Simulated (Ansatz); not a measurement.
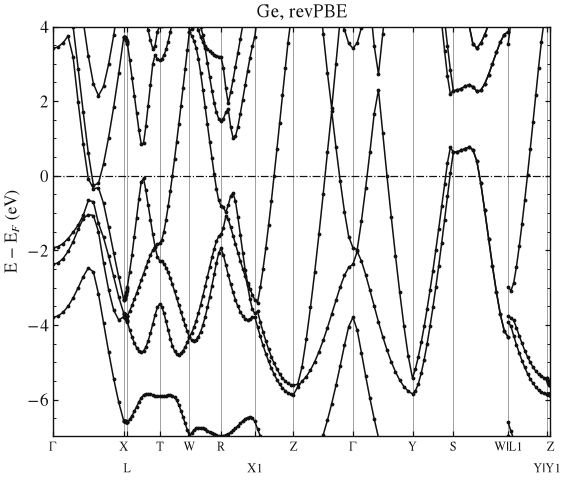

Band structure. Energies are counted from the Fermi level.

The material is Ge, space group Imma (No. 74), 2 atoms in the primitive cell; a = 3.91 Å, b = 3.91 Å, c = 3.91 Å, α = 100.77°, β = 94.74°, γ = 136.93°.

Ansatz 0.2.0; revPBE, Ansatz PAW, no spin polarisation, no spin-orbit coupling, 11×11×11 k mesh, 420 eV cutoff, Fermi-Dirac smearing of 0.05 eV.

> Metal, semiconductor or insulator?

A metal: bands cross the Fermi level along this path.

> Which levels at X lie nearest to the Fermi level?

At X the nearest levels lie 3.33 eV below and 3.73 eV above the Fermi level.

The PAW data sets were made with another functional. This isn't the form of Ge at room conditions, which is diamond. Bands are joined in order of energy, so crossings between the computed points show as kinks or gaps. In reduced coordinates of the cell that was run, X is (0.323, 0.323, −0.323), L is (0.295, 0.352, −0.295), T is (0, 0.5, 0), W is (0.25, 0.25, 0.25), R is (0.5, 0, 0), X1 is (0.677, −0.323, 0.323), Z is (0.5, −0.5, 0.5), Y is (−0.472, 0.472, 0.472), S is (0, 0, 0.5), L1 is (−0.295, 0.648, 0.295) and Y1 is (0.472, −0.472, 0.528).
